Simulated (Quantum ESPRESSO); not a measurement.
# Run report: C, geometry relaxation

System: C (P1, 4 atoms in the cell).
Method: Kohn-Sham DFT of a periodic cell, RPBE, GBRV 1.5 LDA, no spin polarisation (Quantum ESPRESSO 7.5).

The structure derives from an entry of the Crystallography Open Database.

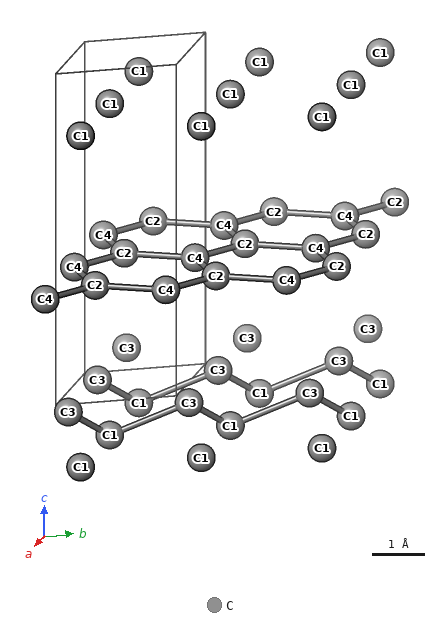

The structure as given in the input (ball-and-stick view of the cell of the calculation, repeated 3 × 3 × 1, seen slightly off an axis; atoms are numbered from 1 in the order of the input). An atom can appear more than once, as a periodic image.

Input
```python
import numpy as np
from ase.calculators.espresso import Espresso, EspressoProfile
from ase.io import read

atoms = read('C.xyz')

input_data = {
    'control': {'calculation': 'scf', 'prefix': 'pwscf', 'outdir': './tmp', 'tprnfor': True, 'tstress': True, 'disk_io': 'low'},
    'system': {'ecutwfc': 45.0, 'ecutrho': 360.0, 'nbnd': 14, 'input_dft': 'rpbe', 'occupations': 'smearing', 'smearing': 'mv', 'degauss': 0.01469973},
    'electrons': {'conv_thr': 8e-10, 'electron_maxstep': 120, 'mixing_beta': 0.5},
}
pseudopotentials = {'C': 'c_lda_v1.2.uspp.F.UPF'}
profile = EspressoProfile(command='pw.x', pseudo_dir='pseudo')
dft = Espresso(profile=profile, input_data=input_data, pseudopotentials=pseudopotentials, kpts=(8, 8, 3), koffset=(0, 0, 0))
atoms.calc = dft

from ase.optimize import LBFGS
done = LBFGS(atoms, trajectory='opt.traj').run(fmax=0.02, steps=30)
print('converged', done)
print(f'energy {atoms.get_potential_energy():.8f} eV')
print('forces (eV/A)')
print(np.round(atoms.get_forces(), 6))
print('stress (eV/A^3, Voigt)')
print(np.round(atoms.get_stress(), 8))
print(f'Fermi level {dft.get_fermi_level():.4f} eV')
```

File C.xyz
```
4
Lattice="2.4560000000 0.0000000000 0.0000000000 -1.2280000000 -2.1270000000 0.0000000000 0.0000000000 0.0000000000 -6.6960000000" Properties=species:S:1:pos:R:3 pbc="T T T"
C      1.3158611405     -1.3959551197     -6.5318314226
C      0.0878611405     -1.3959551197     -3.1838314226
C     -0.2635834092     -0.7751062596     -0.4925057321
C      1.3158611405     -0.6869834797     -3.1838314226
```

Run as:
```bash
OMP_NUM_THREADS=1 python run.py
```

The program's output
```
Step          Energy          fmax
LBFGS:    0     -624.226340       10.477723
LBFGS:    1     -626.524428        9.380235
LBFGS:    2     -627.987411        8.179016
LBFGS:    3     -628.606710        6.042296
LBFGS:    4     -628.714396        8.339255
LBFGS:    5     -629.248729        2.051061
LBFGS:    6     -629.285127        0.603139
LBFGS:    7     -629.291042        0.208398
LBFGS:    8     -629.292893        0.253130
LBFGS:    9     -629.300377        0.552167
LBFGS:   10     -629.312049        0.757042
LBFGS:   11     -629.326229        0.664597
LBFGS:   12     -629.332702        0.267170
LBFGS:   13     -629.333524        0.060364
LBFGS:   14     -629.333587        0.010875
converged True
energy -629.33358706 eV
forces (eV/A)
[[ 0.010445 -0.002765 -0.001232]
 [-0.008432  0.006315  0.002351]
 [ 0.008204 -0.000739 -0.002585]
 [-0.010218 -0.00281   0.001466]]
stress (eV/A^3, Voigt)
[ 3.171316e-02  3.149281e-02 -3.695034e-02 -3.670000e-06  2.295000e-05
  5.510000e-06]
Fermi level 7.3320 eV
```

Trajectory as extended XYZ (Å, eV, eV/Å), 15 frames, from step=0 to step=14
```
4
Lattice="2.4560 0.0000 0.0000 -1.2280 -2.1270 0.0000 0.0000 0.0000 -6.6960" Properties=species:S:1:pos:R:3:forces:R:3 step=0 energy=-624.22634
C     1.3159   -1.3960   -6.5318   -7.8927  -4.9426  -4.2898
C     0.0879   -1.3960   -3.1838    0.0196  -0.0386  -0.1330
C    -0.2636   -0.7751   -0.4925    7.9788   4.9077   4.6942
C     1.3159   -0.6870   -3.1838   -0.1058   0.0734  -0.2714
4
Lattice="2.4560 0.0000 0.0000 -1.2280 -2.1270 0.0000 0.0000 0.0000 -6.6960" Properties=species:S:1:pos:R:3:forces:R:3 step=1 energy=-626.52443
C     1.2031   -1.4666   -6.5931   -2.8617   0.8767  -8.5586
C     0.0881   -1.3965   -3.1857   -0.0557   0.1335  -0.1540
C    -0.1496   -0.7050   -0.4254    2.8938  -0.9161   8.8755
C     1.3143   -0.6859   -3.1877    0.0236  -0.0941  -0.1629
4
Lattice="2.4560 0.0000 0.0000 -1.2280 -2.1270 0.0000 0.0000 0.0000 -6.6960" Properties=species:S:1:pos:R:3:forces:R:3 step=2 energy=-627.98741
C     1.0806   -1.5147   -6.7347    3.2884   6.5845  -3.2723
C     0.0878   -1.3955   -3.1889   -0.1501  -0.0092  -0.2171
C    -0.0257   -0.6577   -0.2758   -3.2622  -6.5884   3.5844
C     1.3134   -0.6861   -3.1926    0.1239   0.0131  -0.0950
4
Lattice="2.4560 0.0000 0.0000 -1.2280 -2.1270 0.0000 0.0000 0.0000 -6.6960" Properties=species:S:1:pos:R:3:forces:R:3 step=3 energy=-628.60671
C     1.0899   -1.4675   -6.7526    4.4566   2.1247  -3.1660
C     0.0863   -1.3967   -3.1916   -0.0486   0.2162  -0.2129
C    -0.0344   -0.7049   -0.2533   -4.4274  -2.1423   3.5097
C     1.3141   -0.6849   -3.1945    0.0194  -0.1986  -0.1308
4
Lattice="2.4560 0.0000 0.0000 -1.2280 -2.1270 0.0000 0.0000 0.0000 -6.6960" Properties=species:S:1:pos:R:3:forces:R:3 step=4 energy=-628.71440
C     1.1930   -1.3955   -6.8154   -6.6868  -4.8659  -0.7130
C     0.0838   -1.3936   -3.2008    0.2391  -0.1112  -0.1655
C    -0.1353   -0.7774   -0.1742    6.7010   4.8545   1.0360
C     1.3146   -0.6875   -3.2015   -0.2533   0.1226  -0.1576
4
Lattice="2.4560 0.0000 0.0000 -1.2280 -2.1270 0.0000 0.0000 0.0000 -6.6960" Properties=species:S:1:pos:R:3:forces:R:3 step=5 energy=-629.24873
C     1.1265   -1.4344   -6.8324    1.8742  -0.7419  -0.2016
C     0.0855   -1.3945   -3.2010   -0.0708   0.0127  -0.1781
C    -0.0689   -0.7386   -0.1567   -1.8404   0.7355   0.5281
C     1.3129   -0.6865   -3.2020    0.0370  -0.0063  -0.1483
4
Lattice="2.4560 0.0000 0.0000 -1.2280 -2.1270 0.0000 0.0000 0.0000 -6.6960" Properties=species:S:1:pos:R:3:forces:R:3 step=6 energy=-629.28513
C     1.1393   -1.4387   -6.8333    0.4310  -0.2021  -0.0872
C     0.0847   -1.3952   -3.2036    0.0102   0.0828  -0.1672
C    -0.0812   -0.7343   -0.1511   -0.3971   0.1964   0.4093
C     1.3133   -0.6858   -3.2040   -0.0442  -0.0770  -0.1549
4
Lattice="2.4560 0.0000 0.0000 -1.2280 -2.1270 0.0000 0.0000 0.0000 -6.6960" Properties=species:S:1:pos:R:3:forces:R:3 step=7 energy=-629.29104
C     1.1440   -1.4398   -6.8373   -0.0457  -0.0839   0.1852
C     0.0848   -1.3939   -3.2074   -0.0400  -0.0519  -0.1570
C    -0.0851   -0.7333   -0.1398    0.0790   0.0791   0.1271
C     1.3124   -0.6870   -3.2075    0.0067   0.0567  -0.1553
4
Lattice="2.4560 0.0000 0.0000 -1.2280 -2.1270 0.0000 0.0000 0.0000 -6.6960" Properties=species:S:1:pos:R:3:forces:R:3 step=8 energy=-629.29289
C     1.1450   -1.4410   -6.8351   -0.1154   0.0455   0.2207
C     0.0841   -1.3945   -3.2108   -0.0033   0.0197  -0.1508
C    -0.0854   -0.7322   -0.1354    0.1481  -0.0503   0.0830
C     1.3124   -0.6862   -3.2108   -0.0294  -0.0150  -0.1529
4
Lattice="2.4560 0.0000 0.0000 -1.2280 -2.1270 0.0000 0.0000 0.0000 -6.6960" Properties=species:S:1:pos:R:3:forces:R:3 step=9 energy=-629.30038
C     1.1482   -1.4445   -6.8198   -0.2562   0.3881   0.2977
C     0.0820   -1.3946   -3.2289    0.0169   0.0574  -0.1220
C    -0.0848   -0.7294   -0.1147    0.2857  -0.3924  -0.0401
C     1.3106   -0.6856   -3.2286   -0.0464  -0.0532  -0.1356
4
Lattice="2.4560 0.0000 0.0000 -1.2280 -2.1270 0.0000 0.0000 0.0000 -6.6960" Properties=species:S:1:pos:R:3:forces:R:3 step=10 energy=-629.31205
C     1.1526   -1.4469   -6.7872   -0.3245   0.5995   0.3293
C     0.0778   -1.3952   -3.2637    0.0762   0.1743  -0.0757
C    -0.0818   -0.7280   -0.0780    0.3492  -0.6033  -0.1539
C     1.3074   -0.6839   -3.2631   -0.1009  -0.1705  -0.0996
4
Lattice="2.4560 0.0000 0.0000 -1.2280 -2.1270 0.0000 0.0000 0.0000 -6.6960" Properties=species:S:1:pos:R:3:forces:R:3 step=11 energy=-629.32623
C     1.1577   -1.4475   -6.7341   -0.2700   0.5605   0.2338
C     0.0723   -1.3940   -3.3157    0.0569   0.1304  -0.0199
C    -0.0756   -0.7291   -0.0271    0.2901  -0.5641  -0.1687
C     1.3016   -0.6834   -3.3150   -0.0771  -0.1268  -0.0451
4
Lattice="2.4560 0.0000 0.0000 -1.2280 -2.1270 0.0000 0.0000 0.0000 -6.6960" Properties=species:S:1:pos:R:3:forces:R:3 step=12 energy=-629.33270
C     1.1598   -1.4451   -6.6972   -0.0957   0.2225   0.0825
C     0.0688   -1.3930   -3.3492    0.0301   0.0838   0.0076
C    -0.0701   -0.7327    0.0033    0.1144  -0.2261  -0.0846
C     1.2975   -0.6832   -3.3489   -0.0488  -0.0802  -0.0055
4
Lattice="2.4560 0.0000 0.0000 -1.2280 -2.1270 0.0000 0.0000 0.0000 -6.6960" Properties=species:S:1:pos:R:3:forces:R:3 step=13 energy=-629.33352
C     1.1595   -1.4436   -6.6920   -0.0083   0.0472   0.0099
C     0.0686   -1.3922   -3.3525   -0.0059   0.0047   0.0064
C    -0.0688   -0.7344    0.0048    0.0270  -0.0507  -0.0185
C     1.2967   -0.6839   -3.3524   -0.0128  -0.0012   0.0023
4
Lattice="2.4560 0.0000 0.0000 -1.2280 -2.1270 0.0000 0.0000 0.0000 -6.6960" Properties=species:S:1:pos:R:3:forces:R:3 step=14 energy=-629.33359
C     1.1593   -1.4431   -6.6941    0.0104  -0.0028  -0.0012
C     0.0687   -1.3922   -3.3500   -0.0084   0.0063   0.0024
C    -0.0687   -0.7349    0.0020    0.0082  -0.0007  -0.0026
C     1.2967   -0.6838   -3.3499   -0.0102  -0.0028   0.0015
```

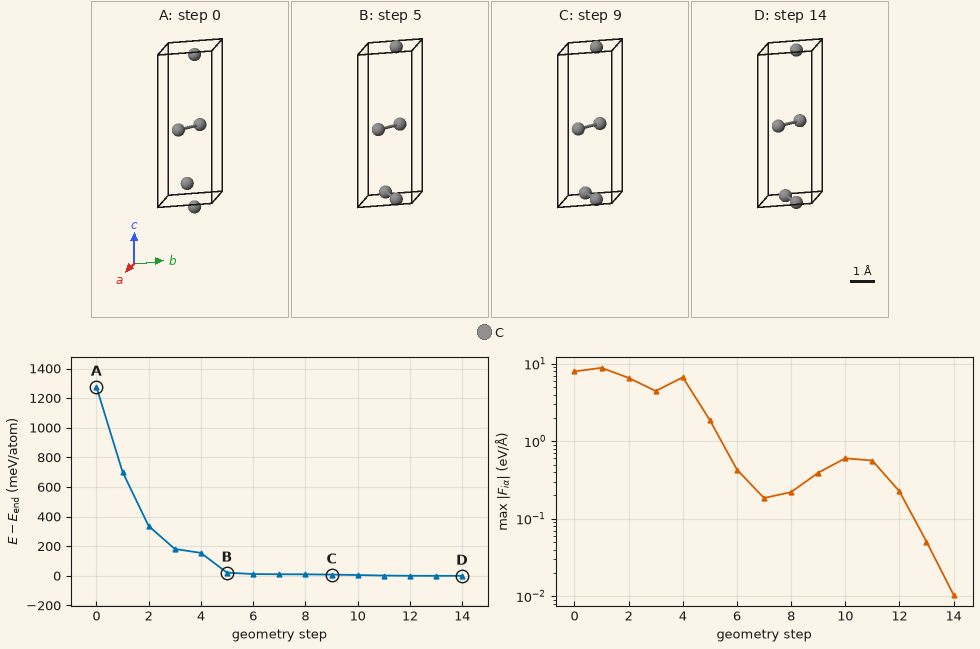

Frames of the relaxation (ball-and-stick view of the cell of the calculation, seen slightly off an axis) above the curves, on which the letters mark them (steps are counted from 0).

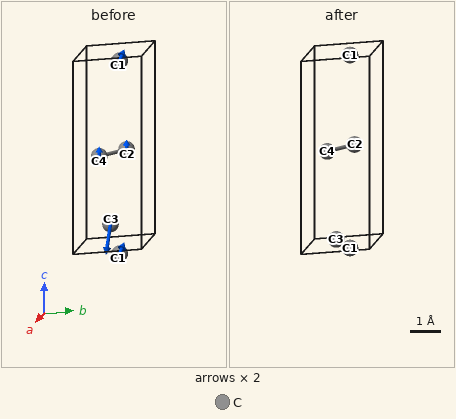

Before (left) and after (right) the relaxation, at one scale (ball-and-stick view of the cell of the calculation, seen slightly off an axis). The blue arrows give the displacements, magnified 2 times. C3 moves most: 0.53 Å. The cell doesn't change. Distances before and after: C1–C3 1.820 → 1.418 Å. Among the angles that change: C3–C1–C3 112.6° → 120.0°. The space group (tolerance 0.01 Å) goes from P1 (No. 1) to P2_1/m (No. 11). After 14 geometry steps the energy has fallen by 1277 meV per atom. The largest force component goes from 8 to 0.01 eV/Å. (Atoms are counted from 1 in the order of the input.)

Summary

- outcome: converged
- space group (tolerance 0.01 Å): P1 (1) → P2₁/m (11)
- electrons treated: 16
- free energy: −629.3336 eV
- Fermi energy: 7.332 eV
- gap on the k-point mesh: 1.11 eV
- pressure: −1.40 GPa
- final volume: 34.98 Å³
- largest force (length of the vector) at the end: 0.011 eV/Å
- final cell: a = 2.456 Å, b = 2.456 Å, c = 6.696 Å, α = 90.00°, β = 90.00°, γ = 120.00°
- hardware: 1 thread of Intel Xeon (Sapphire Rapids), 16 GiB of memory available, shared host
- wall time: 3.3 min
- peak memory: 0.08 GiB

Notes

Further notes kept with the run: potentials made for another functional. Points of doubt noted for this run: potentials made for another functional.
